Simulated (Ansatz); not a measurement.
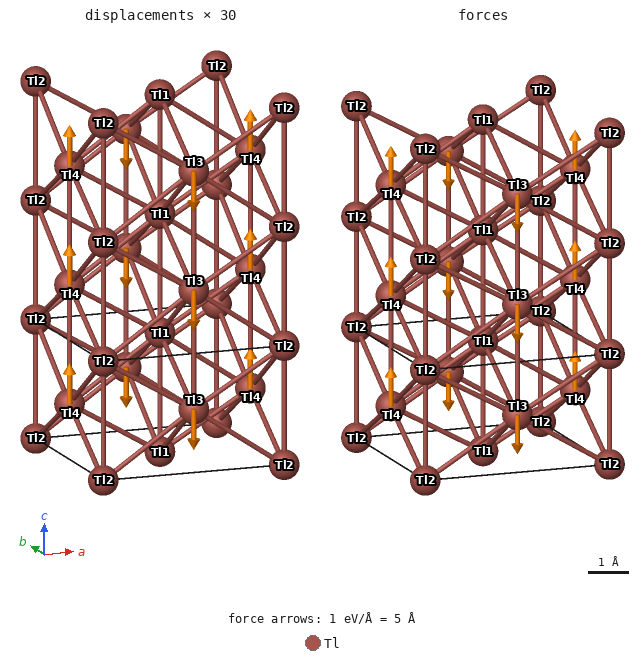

Left: a symmetric starting cell of Tl (made from another compound by putting Tl in place of Sc), with orange arrows for the displacements applied to it (without the part that the change of the cell carries along). Right: the displaced structure with the computed forces. Besides, the cell is strained by −7.2 % along c and +1.8 % across it (volume −3.7 %). A ball-and-stick model of the cell of the calculation, repeated 1 × 1 × 3 with one cell outlined, seen slightly off an axis.

Computed with DFT PBEsol, scalar-relativistic, plane waves, PAW (Ansatz). Set-up: plane-wave cutoff 420 eV; k-point mesh 8 × 8 × 14; occupations gaussian; smearing width 0.1 eV; no spin polarisation.

Question: How do the forces relate to the distortion?

Answer: Atoms are displaced by 0.04 Å relative to the cell: Tl3 0.04 Å along −c. No relaxation follows. The starting cell wasn't computed here and needn't be at equilibrium, so pressure and forces aren't due to the change alone. Among the bonded contacts that change: Tl–Tl 3.132 → 2.908 Å, Tl–Tl 2.982 → 2.937 Å, Tl–Tl 2.873 → 2.878 Å. The space group stays P4/nmm (No. 129). The pressure is 53.7 GPa (not all of it need come from the change, since the unchanged cell can be under pressure at this level too). The principal stresses (compression positive) are 59.8 GPa along c and 50.6 GPa across it. The largest forces, 0.21 eV/Å, act on Tl3 and Tl4; on Tl3 it points along −c. The forces point along the displacements, not back (a soft direction, or forces left over where the reference was relaxed at another level) (cosine 1.00).
